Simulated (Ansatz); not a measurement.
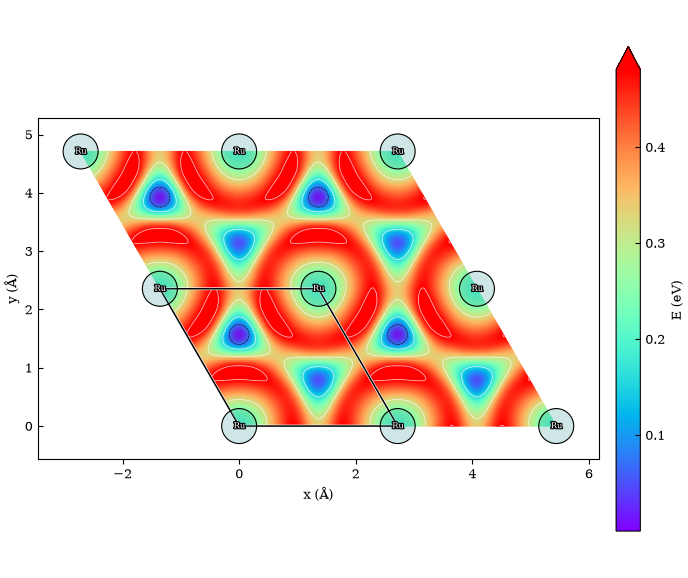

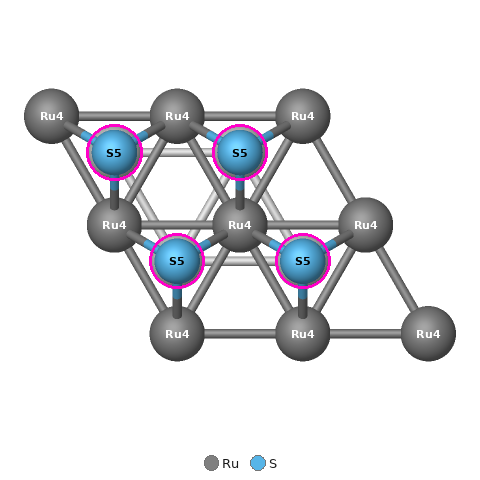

Energy landscape of S on a Ru(001) slab cut from the P6_3/mmc phase, its upper half relaxed before the scan (4 atoms of substrate and one adsorbate in a 1 × 1 cell). S is moved over the surface cell; relaxed at each place: the height of the adsorbate's atoms; substrate rigid; the origin of the map has the adsorbate above Ru4. Places are given modulo a cell vector. The map is drawn in real space over the plane of the surface. The scan uses a 6 × 6 grid; 10 points were computed and 26 follow by symmetry. Energies are in eV, from the lowest grid point. With one adsorbate in each 1 × 1 cell, its nearest image is 2.7 Å away, so neighbouring adsorbates interact. These are results of Ansatz 0.2.0, DFT PBE, scalar-relativistic, plane waves, PAW, not measurements. Settings: cutoff 420 eV, k-mesh 12×12×1, gaussian smearing 0.1 eV, no spin polarisation.

The picture shows a smooth colour map with a few white contour lines, labelled circles for the atoms of the top layer and small ones for the second layer, the outline of one cell of the 2 × 2 shown, one colour for all values above the top of the scale. Between grid points the surface is interpolated. The second picture is the structure at the lowest point; rings mark the moved atoms.

> Describe this landscape.

The lowest grid point is at a threefold hollow over a second-layer Ru atom, (2/6, 4/6) of the cell vectors. There are further wells near a threefold hollow, (4/6, 2/6) of the cell vectors (0.049 eV above the lowest at that grid point); the top site over a surface Ru atom, (0/6, 0/6) of the cell vectors (0.201 eV above the lowest at that grid point). The highest grid point, (0/6, 2/6) of the cell vectors [nearest 1 Ru at 2.35 Å], lies 0.481 eV above the lowest. On the interpolated surface the easiest way out of the lowest well to the well at a threefold hollow, (4/6, 2/6) of the cell vectors passes a barrier of about 0.34 eV. At the lowest point the adsorbate has 3 Ru at 2.37 Å as nearest neighbours, at the highest 1 Ru at 2.35 Å. Its relaxed height above the top atom is 1.77 Å at the lowest and 2.17 Å at the highest point.

The input of one point:

```yaml
crystal:
  lattice:
    - [2.7197977462, 0.0, 0.0]
    - [-1.3598988731, 2.3554139414, 0.0]
    - [0.0, 0.0, 21.8663388879]
  atoms:
    - { symbol: Ru, position: [0.6666666667, 0.3333333333, 0.1829295714] }
    - { symbol: Ru, position: [0.3333333333, 0.6666666667, 0.2811778374] }
    - { symbol: Ru, position: [0.6666666667, 0.3333333333, 0.3790816285] }
    - { symbol: Ru, position: [0.3333333333, 0.6666666667, 0.4740774823] }
    - { symbol: S, position: [0.6666666667, 1.3333333333, 0.5549022872] }
basis:
  ecutwfc: 420
kpoints:
  mp_grid: { grid: [12, 12, 1] }
hamiltonian:
  xc: pbe
  pseudopotentials: { kind: paw, azcp: { folder: soft_1 } }
scf:
  occupations: { method: gaussian, width: 0.1 }
output:
  forces: true
  eigenvalues: true
  write_density: true
  write_potential: true
  elf: true
  volumetric_format: npy
relax:
  adjacent_minimum: "off"
  f_tol: 0.025
  max_steps: 16
  constraints: [{ sites: [0, 1, 2, 3] }, { sites: [4], fix: xy }]
efield:
  axis: 3
  dipole_correction: true
  ramp_width: 0.04
```

Each point was launched as `ansatz run input.yaml --threads 1 --pin off --max-ram 3072MiB --backend cpu --events-out ev --progress --plain --runs-dir out`. Time for the 10 points that were run: 13 min on 1 thread of Intel(R) Xeon(R) Platinum 8259CL CPU @ 2.50GHz (Skylake/Cascade Lake), on a shared host.
